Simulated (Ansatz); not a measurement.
Run report: Si₉₆C₉₅ (charge −1), single-point calculation (part 3 of 3)

Si₉₆C₉₅ (defect cell, 191 atoms in the cell, total charge −1); DFT, r2SCAN, PAW, plane waves (Ansatz 0.2.0); cutoff 500 eV, 1×1×1 k-mesh, Fermi–Dirac smearing of 0.01 eV. 

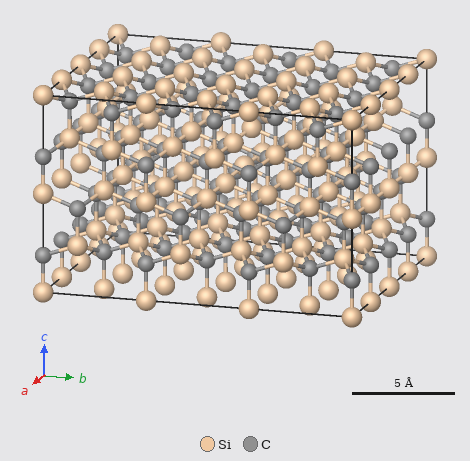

Figure 1. The structure (ball-and-stick view of the cell of the calculation, seen slightly off an axis).

Input
```yaml
crystal:
  lattice:
    - [12.312272, 0.000000, 0.000000]
    - [0.000000, 15.994110, 0.000000]
    - [0.000000, 0.000000, 10.075947]
  atoms:
    - { symbol: Si, position: [0.999881, 0.999875, 0.500210] }
    - { symbol: Si, position: [0.249909, 0.999935, 0.500182] }
    - { symbol: Si, position: [0.124904, 0.166737, 0.500303] }
    - { symbol: Si, position: [0.999988, 0.333371, 0.500198] }
    - { symbol: Si, position: [0.499841, 0.999943, 0.500159] }
    - { symbol: Si, position: [0.374870, 0.166916, 0.500173] }
    - { symbol: Si, position: [0.249915, 0.333704, 0.500752] }
    - { symbol: Si, position: [0.125473, 0.499672, 0.500877] }
    - { symbol: Si, position: [0.000157, 0.666287, 0.500274] }
    - { symbol: Si, position: [0.749843, 0.999897, 0.500206] }
    - { symbol: Si, position: [0.624788, 0.166757, 0.500287] }
    - { symbol: Si, position: [0.499769, 0.333766, 0.500759] }
    - { symbol: Si, position: [0.374896, 0.499771, 0.511469], spin: 0.25 }
    - { symbol: Si, position: [0.250402, 0.666157, 0.500870] }
    - { symbol: Si, position: [0.125007, 0.833044, 0.500349] }
    - { symbol: Si, position: [0.874854, 0.166688, 0.500177] }
    - { symbol: Si, position: [0.749707, 0.333385, 0.500207] }
    - { symbol: Si, position: [0.624314, 0.499680, 0.500809] }
    - { symbol: Si, position: [0.499379, 0.666196, 0.500802] }
    - { symbol: Si, position: [0.374891, 0.833020, 0.500250] }
    - { symbol: Si, position: [0.874886, 0.499825, 0.500482] }
    - { symbol: Si, position: [0.749618, 0.666285, 0.500270] }
    - { symbol: Si, position: [0.624750, 0.833072, 0.500314] }
    - { symbol: Si, position: [0.874881, 0.833026, 0.500237] }
    - { symbol: Si, position: [0.999895, 0.111094, 0.250246] }
    - { symbol: Si, position: [0.249874, 0.111097, 0.250251] }
    - { symbol: Si, position: [0.125071, 0.277963, 0.250298] }
    - { symbol: Si, position: [0.000133, 0.444457, 0.250374] }
    - { symbol: Si, position: [0.499801, 0.111105, 0.250238] }
    - { symbol: Si, position: [0.374831, 0.278001, 0.250225] }
    - { symbol: Si, position: [0.250329, 0.444571, 0.251281] }
    - { symbol: Si, position: [0.125132, 0.610818, 0.250309] }
    - { symbol: Si, position: [0.999928, 0.777499, 0.250308] }
    - { symbol: Si, position: [0.749759, 0.111101, 0.250247] }
    - { symbol: Si, position: [0.624597, 0.277970, 0.250293] }
    - { symbol: Si, position: [0.499333, 0.444576, 0.251260] }
    - { symbol: Si, position: [0.374857, 0.610504, 0.251322] }
    - { symbol: Si, position: [0.249994, 0.777286, 0.250383] }
    - { symbol: Si, position: [0.124899, 0.944205, 0.250266] }
    - { symbol: Si, position: [0.874833, 0.277857, 0.250177] }
    - { symbol: Si, position: [0.749591, 0.444439, 0.250331] }
    - { symbol: Si, position: [0.624561, 0.610808, 0.250293] }
    - { symbol: Si, position: [0.499707, 0.777297, 0.250350] }
    - { symbol: Si, position: [0.374849, 0.944184, 0.250223] }
    - { symbol: Si, position: [0.874853, 0.610893, 0.250325] }
    - { symbol: Si, position: [0.749761, 0.777503, 0.250302] }
    - { symbol: Si, position: [0.624789, 0.944223, 0.250260] }
    - { symbol: Si, position: [0.874835, 0.944271, 0.250263] }
    - { symbol: Si, position: [0.124856, 0.055513, 0.750172] }
    - { symbol: Si, position: [0.999942, 0.222279, 0.750054] }
    - { symbol: Si, position: [0.374843, 0.055648, 0.750170] }
    - { symbol: Si, position: [0.250226, 0.222836, 0.750234] }
    - { symbol: Si, position: [0.125269, 0.389043, 0.749789] }
    - { symbol: Si, position: [0.000738, 0.555280, 0.750314] }
    - { symbol: Si, position: [0.624805, 0.055563, 0.750152] }
    - { symbol: Si, position: [0.499378, 0.222908, 0.750244] }
    - { symbol: Si, position: [0.374694, 0.394458, 0.746688], spin: 0.25 }
    - { symbol: Si, position: [0.256381, 0.552530, 0.746937], spin: 0.25 }
    - { symbol: Si, position: [0.125421, 0.721363, 0.750317] }
    - { symbol: Si, position: [0.999880, 0.888601, 0.750204] }
    - { symbol: Si, position: [0.874811, 0.055499, 0.750166] }
    - { symbol: Si, position: [0.749668, 0.222299, 0.750078] }
    - { symbol: Si, position: [0.624297, 0.389070, 0.749797] }
    - { symbol: Si, position: [0.493443, 0.552709, 0.746923], spin: 0.25 }
    - { symbol: Si, position: [0.374854, 0.721614, 0.749845] }
    - { symbol: Si, position: [0.249854, 0.888612, 0.750122] }
    - { symbol: Si, position: [0.874814, 0.388977, 0.750014] }
    - { symbol: Si, position: [0.748948, 0.555326, 0.750249] }
    - { symbol: Si, position: [0.624330, 0.721443, 0.750294] }
    - { symbol: Si, position: [0.499839, 0.888641, 0.750109] }
    - { symbol: Si, position: [0.874852, 0.721770, 0.750258] }
    - { symbol: Si, position: [0.749806, 0.888618, 0.750202] }
    - { symbol: Si, position: [0.999886, 0.999855, 0.000121] }
    - { symbol: Si, position: [0.249899, 0.999846, 0.000082] }
    - { symbol: Si, position: [0.124985, 0.166750, 0.000023] }
    - { symbol: Si, position: [0.000087, 0.333475, 0.999940] }
    - { symbol: Si, position: [0.499810, 0.999863, 0.000080] }
    - { symbol: Si, position: [0.374844, 0.166871, 0.000111] }
    - { symbol: Si, position: [0.250401, 0.333632, 0.999563] }
    - { symbol: Si, position: [0.125470, 0.500117, 0.999633] }
    - { symbol: Si, position: [0.000079, 0.666341, 0.000184] }
    - { symbol: Si, position: [0.749811, 0.999871, 0.000116] }
    - { symbol: Si, position: [0.624696, 0.166767, 0.000022] }
    - { symbol: Si, position: [0.499262, 0.333634, 0.999568] }
    - { symbol: Si, position: [0.374843, 0.499912, 0.000056] }
    - { symbol: Si, position: [0.249959, 0.665942, 0.999668] }
    - { symbol: Si, position: [0.124964, 0.832968, 0.000081] }
    - { symbol: Si, position: [0.874837, 0.166706, 0.000054] }
    - { symbol: Si, position: [0.749591, 0.333479, 0.999931] }
    - { symbol: Si, position: [0.624241, 0.500118, 0.999623] }
    - { symbol: Si, position: [0.499778, 0.665955, 0.999643] }
    - { symbol: Si, position: [0.374866, 0.832863, 0.999981] }
    - { symbol: Si, position: [0.874834, 0.499949, 0.999982] }
    - { symbol: Si, position: [0.749610, 0.666343, 0.000162] }
    - { symbol: Si, position: [0.624752, 0.832992, 0.000083] }
    - { symbol: Si, position: [0.874855, 0.833050, 0.000141] }
    - { symbol: C, position: [0.999865, 0.999883, 0.187657] }
    - { symbol: C, position: [0.249852, 0.999886, 0.187623] }
    - { symbol: C, position: [0.124858, 0.166625, 0.187565] }
    - { symbol: C, position: [0.999882, 0.333265, 0.187494] }
    - { symbol: C, position: [0.499828, 0.999897, 0.187621] }
    - { symbol: C, position: [0.374828, 0.166619, 0.187660] }
    - { symbol: C, position: [0.249917, 0.333393, 0.187491] }
    - { symbol: C, position: [0.125060, 0.499867, 0.187524] }
    - { symbol: C, position: [0.999880, 0.666487, 0.187741] }
    - { symbol: C, position: [0.749821, 0.999890, 0.187643] }
    - { symbol: C, position: [0.624806, 0.166641, 0.187557] }
    - { symbol: C, position: [0.499751, 0.333391, 0.187485] }
    - { symbol: C, position: [0.374856, 0.499874, 0.187839] }
    - { symbol: C, position: [0.249987, 0.666382, 0.187592] }
    - { symbol: C, position: [0.124916, 0.833137, 0.187636] }
    - { symbol: C, position: [0.874839, 0.166588, 0.187585] }
    - { symbol: C, position: [0.749805, 0.333261, 0.187481] }
    - { symbol: C, position: [0.624647, 0.499822, 0.187565] }
    - { symbol: C, position: [0.499709, 0.666376, 0.187568] }
    - { symbol: C, position: [0.374843, 0.833146, 0.187545] }
    - { symbol: C, position: [0.874864, 0.499843, 0.187549] }
    - { symbol: C, position: [0.749809, 0.666486, 0.187725] }
    - { symbol: C, position: [0.624783, 0.833151, 0.187617] }
    - { symbol: C, position: [0.874851, 0.833171, 0.187686] }
    - { symbol: C, position: [0.999770, 0.999820, 0.687701] }
    - { symbol: C, position: [0.249836, 0.999889, 0.687665] }
    - { symbol: C, position: [0.124911, 0.166501, 0.687721] }
    - { symbol: C, position: [0.999743, 0.333243, 0.687635] }
    - { symbol: C, position: [0.499821, 0.999905, 0.687646] }
    - { symbol: C, position: [0.374816, 0.166671, 0.687578] }
    - { symbol: C, position: [0.249581, 0.333326, 0.687520] }
    - { symbol: C, position: [0.125017, 0.499738, 0.687699] }
    - { symbol: C, position: [0.999943, 0.666471, 0.687674] }
    - { symbol: C, position: [0.749867, 0.999834, 0.687695] }
    - { symbol: C, position: [0.624705, 0.166552, 0.687696] }
    - { symbol: C, position: [0.499911, 0.333425, 0.687557] }
    - { symbol: C, position: [0.250111, 0.666560, 0.687635] }
    - { symbol: C, position: [0.124743, 0.833116, 0.687759] }
    - { symbol: C, position: [0.874799, 0.166560, 0.687662] }
    - { symbol: C, position: [0.749828, 0.333268, 0.687633] }
    - { symbol: C, position: [0.624667, 0.499776, 0.687568] }
    - { symbol: C, position: [0.499631, 0.666640, 0.687581] }
    - { symbol: C, position: [0.374853, 0.833262, 0.687673] }
    - { symbol: C, position: [0.874865, 0.500097, 0.687804] }
    - { symbol: C, position: [0.749757, 0.666492, 0.687650] }
    - { symbol: C, position: [0.624936, 0.833165, 0.687721] }
    - { symbol: C, position: [0.874841, 0.833061, 0.687708] }
    - { symbol: C, position: [0.999852, 0.110972, 0.438304] }
    - { symbol: C, position: [0.249876, 0.111040, 0.438269] }
    - { symbol: C, position: [0.124850, 0.277619, 0.438216] }
    - { symbol: C, position: [0.999877, 0.444412, 0.438288] }
    - { symbol: C, position: [0.499828, 0.111041, 0.438248] }
    - { symbol: C, position: [0.374850, 0.277832, 0.438320] }
    - { symbol: C, position: [0.249907, 0.444308, 0.438914] }
    - { symbol: C, position: [0.125059, 0.610898, 0.438404] }
    - { symbol: C, position: [0.999917, 0.777585, 0.438315] }
    - { symbol: C, position: [0.749850, 0.110994, 0.438287] }
    - { symbol: C, position: [0.624815, 0.277660, 0.438227] }
    - { symbol: C, position: [0.499817, 0.444368, 0.438858] }
    - { symbol: C, position: [0.374901, 0.610895, 0.438988] }
    - { symbol: C, position: [0.249837, 0.777614, 0.438312] }
    - { symbol: C, position: [0.124865, 0.944302, 0.438314] }
    - { symbol: C, position: [0.874844, 0.277703, 0.438205] }
    - { symbol: C, position: [0.749906, 0.444415, 0.438267] }
    - { symbol: C, position: [0.624706, 0.610916, 0.438375] }
    - { symbol: C, position: [0.499923, 0.777640, 0.438260] }
    - { symbol: C, position: [0.374864, 0.944307, 0.438255] }
    - { symbol: C, position: [0.874896, 0.610996, 0.438321] }
    - { symbol: C, position: [0.749843, 0.777594, 0.438309] }
    - { symbol: C, position: [0.624874, 0.944318, 0.438284] }
    - { symbol: C, position: [0.874863, 0.944252, 0.438315] }
    - { symbol: C, position: [0.124852, 0.055466, 0.938280] }
    - { symbol: C, position: [0.999859, 0.222164, 0.938200] }
    - { symbol: C, position: [0.374841, 0.055542, 0.938275] }
    - { symbol: C, position: [0.249864, 0.222207, 0.938174] }
    - { symbol: C, position: [0.124912, 0.388824, 0.937963] }
    - { symbol: C, position: [0.999919, 0.555397, 0.938256] }
    - { symbol: C, position: [0.624840, 0.055485, 0.938263] }
    - { symbol: C, position: [0.499805, 0.222228, 0.938173] }
    - { symbol: C, position: [0.374835, 0.389020, 0.937868] }
    - { symbol: C, position: [0.250070, 0.555333, 0.938060] }
    - { symbol: C, position: [0.124920, 0.722015, 0.938276] }
    - { symbol: C, position: [0.999869, 0.888727, 0.938321] }
    - { symbol: C, position: [0.874853, 0.055467, 0.938273] }
    - { symbol: C, position: [0.749824, 0.222177, 0.938195] }
    - { symbol: C, position: [0.624755, 0.388834, 0.937958] }
    - { symbol: C, position: [0.499647, 0.555344, 0.937998] }
    - { symbol: C, position: [0.374855, 0.722017, 0.938013] }
    - { symbol: C, position: [0.249874, 0.888750, 0.938249] }
    - { symbol: C, position: [0.874842, 0.388790, 0.938172] }
    - { symbol: C, position: [0.749784, 0.555402, 0.938218] }
    - { symbol: C, position: [0.624807, 0.722055, 0.938232] }
    - { symbol: C, position: [0.499832, 0.888767, 0.938239] }
    - { symbol: C, position: [0.874856, 0.721988, 0.938373] }
    - { symbol: C, position: [0.749851, 0.888742, 0.938314] }
  symmetry: { detect: false }
kpoints:
  mp_grid: { grid: [1, 1, 1], shift: [0.25, 0.25, 0.25] }
hamiltonian:
  xc: r2scan
total_charge: -1
magnetization:
  spin_polarized: true
scf:
  occupations: { method: fermi_dirac, width: 0.01 }
output:
  forces: true
  eigenvalues: true
  populations: true
  charged_corrections: { epsilon: 9.7 }
  eigenstates: { kpoints: [[0.25, 0.25, 0.25]], e_range: [-6.0, 6.0], localisation: true }
```

Launch command:
```bash
ansatz run in.yaml --threads 8 --pin off --max-ram 118750MiB --runs-dir r --events-out ev --progress --plain --backend cuda --devices 0,
```

Results in brief

- outcome: converged
- electrons treated: 765
- free energy: −85299.9006 eV
- Fermi energy: 11.579 eV
- net moment of the cell: 3.00 μB
- largest force (length of the vector): 0.099 eV/Å
- hardware: 1 × NVIDIA GB300 Max-Q, 8 threads of Arm Neoverse-V2, 125 GiB of memory available, shared host
- wall time: 23 s (CPU time 74 s)
- peak memory: 5 GiB

The program warns: the state was not tested for a lower one. The k-point mesh is coarse for a cell of this size, so the results may not be converged.
